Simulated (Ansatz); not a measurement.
## Electronic structure of WS in real space

```cif
data_structure
_symmetry_space_group_name_H-M 'P 1'
_symmetry_Int_Tables_number 1
_cell_length_a 3.0081
_cell_length_b 3.0081
_cell_length_c 3.0081
_cell_angle_alpha 90.000
_cell_angle_beta 90.000
_cell_angle_gamma 90.000
_cell_volume 27.22
loop_
_atom_site_label
_atom_site_type_symbol
_atom_site_fract_x
_atom_site_fract_y
_atom_site_fract_z
_atom_site_occupancy
W1 W 0.00000 0.00000 0.00000 1
S1 S 0.50000 0.50000 0.50000 1
```

Space group Pm-3m; started from the CsCl (B2) prototype, which need not be the ambient phase.

Theory: Ansatz, DFT PBE, scalar-relativistic, plane waves, PAW.

In a PAW calculation such maps are meaningful between the atoms, not at the nuclei.

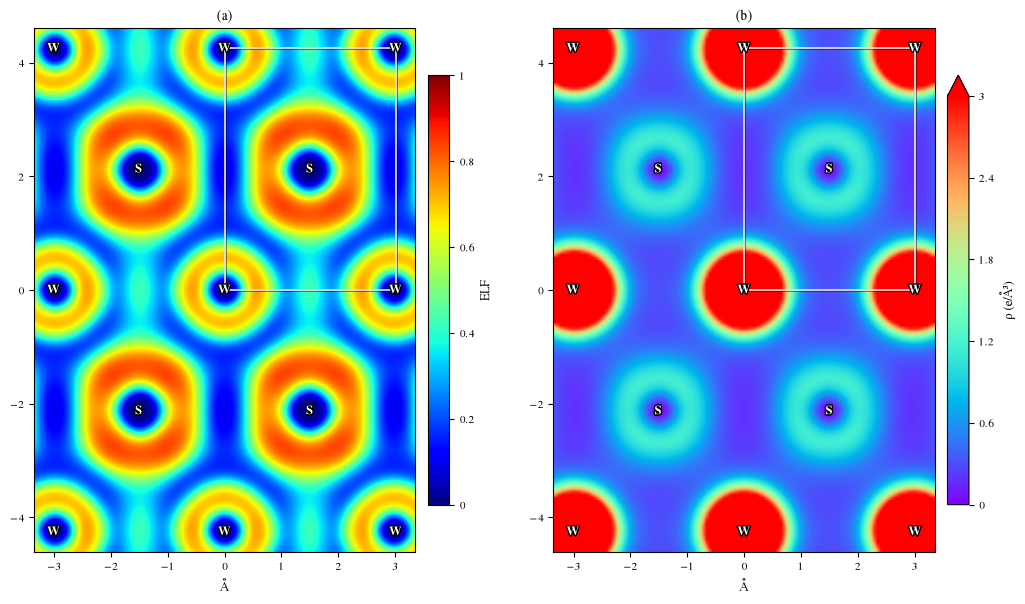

Figure 1. (a) ELF; (b) valence pseudo-density on the (11̄0) plane of the conventional cell.

**Interpret the plot.**

Atoms in the plane: W and S. W–S (2.61 Å): ρ is about 0.42 e/Å³ halfway; the ELF peaks at about 0.85 in the valence shell of S, 0.8 Å from its nucleus, and is about 0.35 at the midpoint. Between the atoms the lowest density in this plane is 0.19 e/Å³. The features right at W lie inside the PAW spheres, where the map follows smoothed inner orbitals and isn't to be read closely.

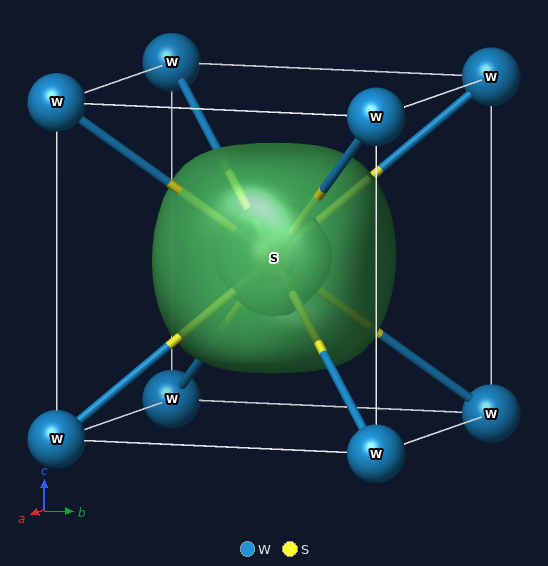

Figure 2. Isosurface of the electron localisation function at 0.6 (green), seen slightly off an axis. Core shells and regions of very low density are left out. Sticks mark near contacts.

**Describe the localisation domains.**

The ELF exceeds this value in one region wrapped around S (its valence shell), counted in one cell of 2 atoms. Regions shared between cells count once.

**Does the calculation make it a metal, or give it a gap?**

It is metallic or semimetallic at this level of theory: no gap opens; semilocal functionals without U, or without the true magnetic order, often close the gap of such compounds.
